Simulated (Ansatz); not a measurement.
**Run report: Al, single-point calculation**

- system: Al (Fm-3m, 1 atom in the cell)
- method: DFT PBE+D3(BJ), scalar-relativistic, plane waves, PAW, no spin polarisation (Ansatz 0.2.0)

The structure derives from an entry of the Crystallography Open Database.

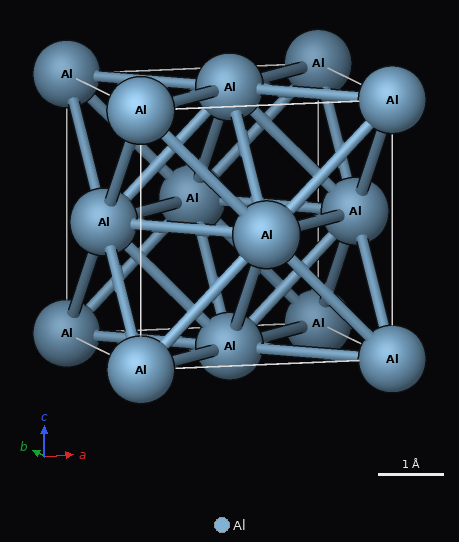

*The input geometry (ball-and-stick view of the cell 4 times as large as that of the calculation, set on its symmetry axes, seen slightly off an axis).*

**Summary**

```csv
quantity,value
outcome,converged
space group (tolerance 0.01 Å),Fm-3m (225)
electrons treated,3
free energy,−537.8327 eV
Fermi energy,7.951 eV
gap on the k-point mesh,none (metallic)
pressure,−3.68 GPa
largest force (length of the vector),under 0.001 eV/Å
hardware,"1 thread of Intel Xeon (Granite Rapids), 32 GiB of memory available, shared host"
peak memory,0.3 GiB
```

**Input file**
```yaml
crystal:
  lattice:
    - [0.0, 2.02398, 2.02398]
    - [2.02398, 0.0, 2.02398]
    - [2.02398, 2.02398, 0.0]
  atoms:
    - { symbol: Al, position: [0.0, 0.0, 0.0] }
basis:
  ecutwfc: 420
kpoints:
  mp_grid: { grid: [8, 8, 8] }
hamiltonian:
  xc: pbe
  dispersion: d3bj
scf:
  occupations: { method: gaussian, width: 0.1 }
output:
  forces: true
  stress: true
  eigenvalues: true
```

Run as:
```bash
ansatz run input.yaml --threads 1 --pin off --max-ram 3072MiB --backend cpu --events-out ev --progress --plain --runs-dir out
```

**Output**
```
Engine: ansatz 0.2.0, x86_64-unknown-linux-gnu
Pseudopotentials: kind: paw
Pseudopotential: Al, paw, valence charge 3, recommended cutoff 420 eV (normal), Al.paw.azcp
Functional definition: PBE
  parameter kappa = 0.804
  parameter beta = 0.06672455060314922
  exchange = pbe_x(kappa = kappa, mu = beta*pi^2/3)
  correlation = pbe_c(beta = beta)
Crystal: 1 atoms, lattice volume = 16.582 Å³
Basis set: ecut = 420 eV, 331 PW (Γ), exchange–correlation on 40×40×40 points (8 copies of the dense FFT grid, shifted against one another)
Bands: 6, of which v1, the nominal top of the filled ones, is band 2 counted from 1 (1 counted from 0)
Symmetry: 48 space group operations
Space group: Fm-3m (ITA 225), of the structure as read, at distance tolerance 2.6e-5 Å
k-points: 29 of 512
Non-local potential: Al, projectors of the file, l = 0: 2, l = 1: 2, l = 2: 1
PAW form: soft (Blöchl's): semilocal exchange-correlation on the pseudo side does not see the compensation charge
PAW one-centre angular grid: Al, 110 points (default); XC on 64 Gauss nodes
Initial density: superposition of atomic densities (neutral atoms: chi_scale 0, normalization atom), corrected by the library's trained network
Initial wavefunctions: pseudopotential atomic-orbital guess
Functional: x = pbe(κ = 0.804, μ = 0.2195149727645171), c = pbe(β = 0.06672455060314922)
SCF iter   1: F=—  HF=-537.832676 eV  |F-HF|=—  |Δ(HF+E_count)|=         —  Δρ=1.02e-3  dr2=1.50e-4  ethr=1.77e-3  ⟨swp⟩=4.9  Hψ=1478  notcnv=0
preconditioner: auto → none  [insulator: Δε(μ)=0.454 eV  Ē_g=13.166 eV  σ=0.100 eV  W_gap=0.86  n_scr=0 (ndim 8)  ℏωp=15.8 eV  f_vac=0.000  D(μ)=0.62/eV (n_scr^D=0)  ε∞_Penn≈2.4]
SCF iter   2: F=—  HF=-537.832684 eV  |F-HF|=—  |Δ(HF+E_count)|=   7.55e-6  Δρ=4.77e-4  dr2=3.13e-5  ethr=4.98e-6  ⟨swp⟩=1.3  Hψ=415  notcnv=0
SCF iter   3: F=—  HF=-537.832717 eV  |F-HF|=—  |Δ(HF+E_count)|=   3.30e-5  Δρ=2.15e-5  dr2=6.16e-8  ethr=1.04e-6  ⟨swp⟩=1.0  Hψ=160  notcnv=0
iter 4 did not close the SCF: its close was put off for the readings that it lacked (scf_convergence_deferred on its scf_iter line)
SCF iter   4: F=-537.832717 eV  HF=-537.832717 eV  |F-HF|=1.47e-11  |Δ(HF+E_count)|=   1.42e-8  Δρ=6.76e-7  dr2=3.23e-11  ethr=2.05e-9  ⟨swp⟩=1.2  Hψ=166  notcnv=0
iter 5 did not close the SCF: its close was put off for the readings that it lacked (scf_convergence_deferred on its scf_iter line)
SCF iter   5: F=-537.832717 eV  HF=-537.832717 eV  |F-HF|=1.14e-13  |Δ(HF+E_count)|=  2.05e-12  Δρ=7.76e-8  dr2=9.77e-13  ethr=1.08e-12  ⟨swp⟩=2.0  Hψ=205  notcnv=0
SCF iter   6: F=-537.832717 eV  HF=-537.832717 eV  |F-HF|=1.14e-13  |Δ(HF+E_count)|=  1.14e-13  Δρ=2.42e-8  dr2=1.09e-13  ethr=1.00e-12  ⟨swp⟩=2.1  Hψ=603  notcnv=0
SCF 1 converged in 6 iterations: F = -537.832717 eV  dr2 = 1.09e-13
  greatest PAW one-centre occupation: 0.445 electrons in one spin orbital (limit 2), on the Al atom at site 0 (counted from 0), in its partial waves of l = 0
SCF converged after 6 iterations
Free energy (F): -537.832717 eV
Harris-Foulkes:  -537.832717 eV  (|F-HF|=1.14e-13)
Internal energy: -537.829600 eV  (E = F + TS)
E sigma→0 (E₀):  -537.831158 eV
Entropy (-TS):   -0.003117 eV (-3.117 meV/atom)
Fermi energy:    7.950836 eV
--- Per-component energies (eV) ---
  E_band       = 10.466005
  E_kinetic    = 22.714886
  E_local      = 9.805163  (includes V_loc(G=0)·N_el)
  E_nonlocal   = 10.301195
  E_hartree    = 0.108062
  E_xc         = -39.700072
  E_vxc        = -28.916579  (∫ρ·V_xc dr)
  E_paw        = -467.331199  (= ΣΔE_a)
  E_vpaw       = -3.654782  (= ΣTr[D̂ρ^β])
  E_aug_tail   = -0.000002  (compensation charges beyond the density's cutoff)
  E_ewald      = -73.392955
  E_disp       = -0.334676  (pairwise vdW)
  E_smearing   = -0.003117  (= −TS)
  E_closure    = 0.000000  (closes the sum)
  Σ components = -537.832717   (vs F -537.832717, Δ=0.00e0)
--- Forces (eV/Å), atoms counted from 1 ---
  atom   1  Al    -0.00000000    -0.00000000     0.00000000
  max |Σ_I F_I| component: 3.29e-32 eV/Å
--- Stress (GPa, compression-positive) ---
       -3.683032      -0.000000       0.000000
       -0.000000      -3.683032       0.000000
       -0.000000       0.000000      -3.683032
  P = ⅓ Tr σ = -3.6830 GPa (-36.830 kbar)
--- Band table (eV; the first three rows and the last of 29) ---
  k-point 0: bands = ["-3.1990", "20.3892", "20.3892", "20.3892", "21.9449", "21.9449"]
  k-point 1: bands = ["-2.7763", "16.1603", "19.4824", "19.4824", "22.5461", "23.4376"]
  k-point 2: bands = ["-1.5159", "11.3155", "18.7322", "18.7322", "22.1826", "22.5312"]
  k-point 28: bands = ["7.0552", "7.0552", "8.0661", "8.9755", "23.5994", "23.5994"]
```

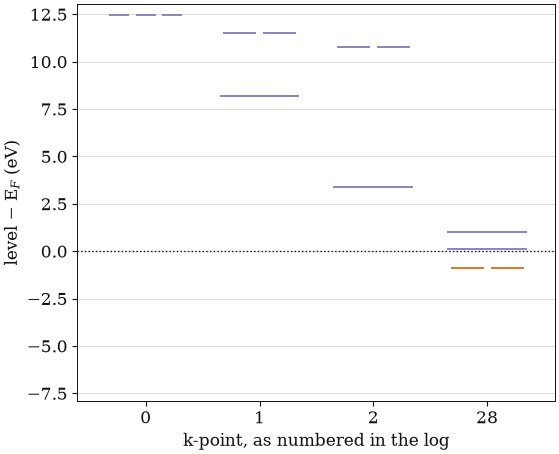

*Kohn–Sham levels near the Fermi level (dotted) at the few k-points that the log prints; levels within 0.02 eV of each other stand side by side.*

The system is metallic on the full mesh.
